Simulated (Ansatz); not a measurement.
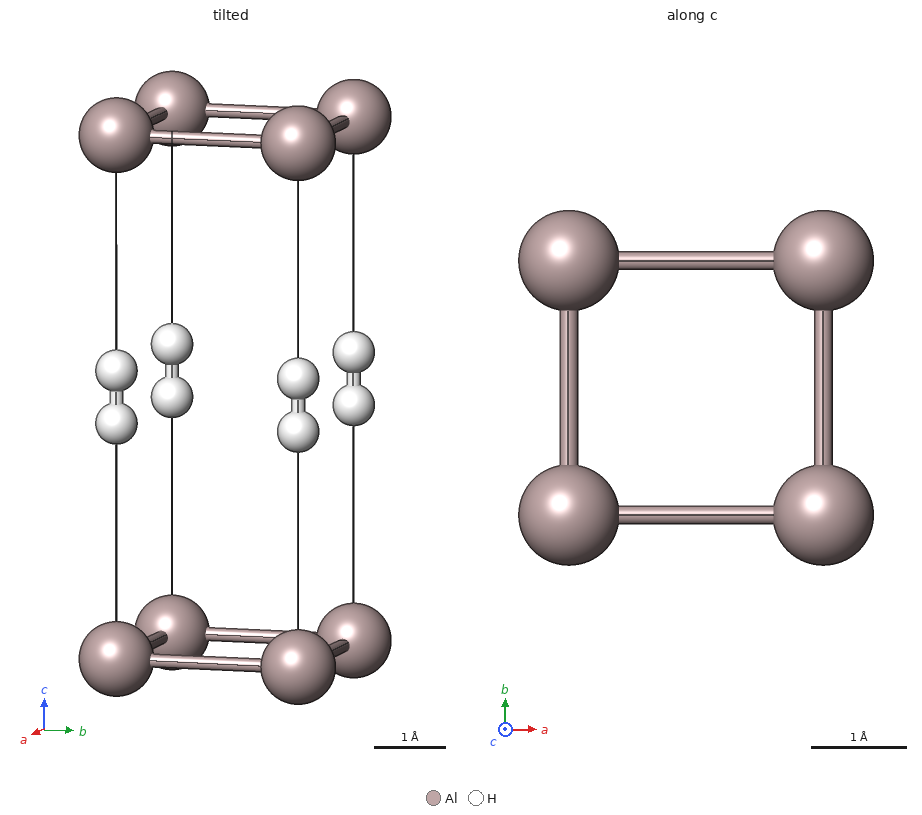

Crystal structure, ball-and-stick style, seen slightly off an axis and along the c axis. The frame is the conventional unit cell; atoms at its boundary are shown with their periodic copies. Cell: a = 2.68 Å, b = 2.68 Å, c = 7.46 Å, α = 90.00°, β = 90.00°, γ = 90.00°.

Origin of the cell: a random cell made by a generator, so it need not be a real form of the compound. Earlier steps of the study may have refined or changed the cell and positions. An electronic-structure calculation with Ansatz was run on it.

**Characterise what is shown.**

The solid is AlH$_{2}$. Its lattice is primitive tetragonal, its space group P4/mmm (No. 123). One cell contains 1 Al, 2 H, 3 atoms in all. Al is coordinated by four Al in a square planar arrangement at about 2.7 Å. The neighbours of H is one H at about 0.8 Å.

The calculation: DFT PBE, scalar-relativistic, plane waves, PAW in Ansatz 0.2.0, with plane waves up to 420 eV, an 18×18×6 k-point mesh, Gaussian smearing of 0.1 eV, no spin polarisation.

**What does the calculation say: metal or gapped?**

A metal: bands cross the Fermi level.

**How are the electrons shared out in a Bader analysis?**

Al +0.03 e; H -0.01 e.

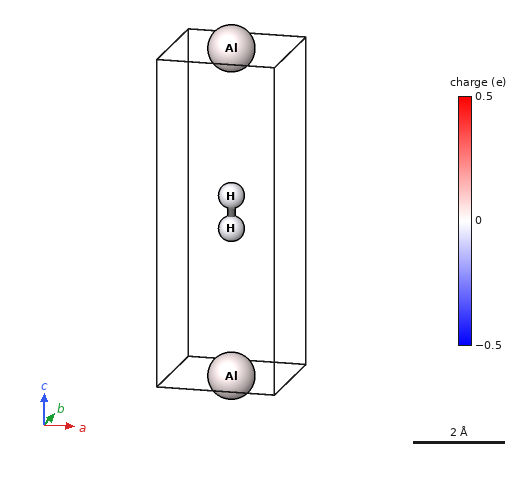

The atoms coloured by those charges. The run's cell of 3 atoms is drawn, so axes and origin can differ from the first picture.

**Can this geometry be taken as optimised?**

Yes. All forces vanish to within 0.01 eV/Å. The pressure is 0.0 GPa, close to zero.
